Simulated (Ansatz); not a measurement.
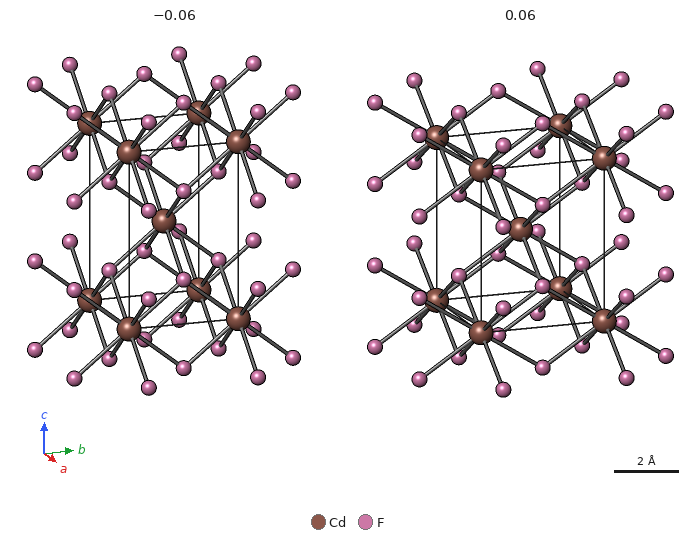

Solid CdF₂ (set up in Fm-3m), under biaxial strain in the a–b plane (c relaxed, atoms fixed by symmetry), with energies (extrapolated to zero smearing) counted from the relaxed crystal, which is the row at zero; the cubic crystal is set up in a tetragonal cell with a = a(cubic)/√2 and c = a(cubic). The picture shows the first and the last member. The picture is a ball-and-stick view of the cell of the calculation, seen slightly off an axis.

Computed with Ansatz 0.2.0: DFT PBE, scalar-relativistic, plane waves, PAW. (plane-wave cutoff 420 eV; k-point mesh 6 × 6 × 4; occupations gaussian; smearing width 0.02 eV; no spin polarisation; force threshold 0.008 eV/Å)

```csv
strain,energy (meV/atom),a (Å),c (Å),band gap (eV)
−0.06,60.04,3.643,5.753,2.91
−0.04,26.03,3.721,5.655,2.96
−0.02,6.36,3.798,5.564,2.96
0.0,0.00,3.876,5.481,2.92
0.02,6.00,3.954,5.408,2.78
0.04,?,?,?,?
0.06,51.46,4.109,5.292,2.34
```

One row is withheld. What does the calculation give there?

A parabola through three neighbouring rows (0.0, 0.02, 0.06) gives, with Lagrange weights, (−0.3333)(0.00) + (1.0000)(6.00) + (0.3333)(51.46) = 23.15 meV/atom. The calculation gives 23.50 meV/atom (a = 4.031 Å, c = 5.346 Å). The estimate is 0.35 meV/atom too low. For the gap a parabola through the rows 0.0, 0.02, 0.06 gives 2.59 eV, and the calculation 2.58 eV (semilocal gaps, lower than measured ones as a rule). From the first member to the last: Cd–F 2.321 → 2.443 Å.

The whole series:

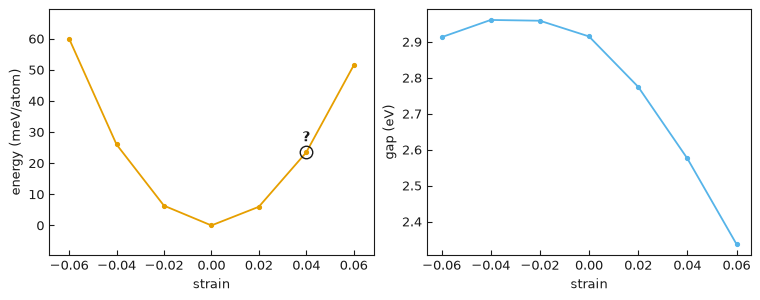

Each member starts from this one structure; whether another phase lies lower wasn't checked.
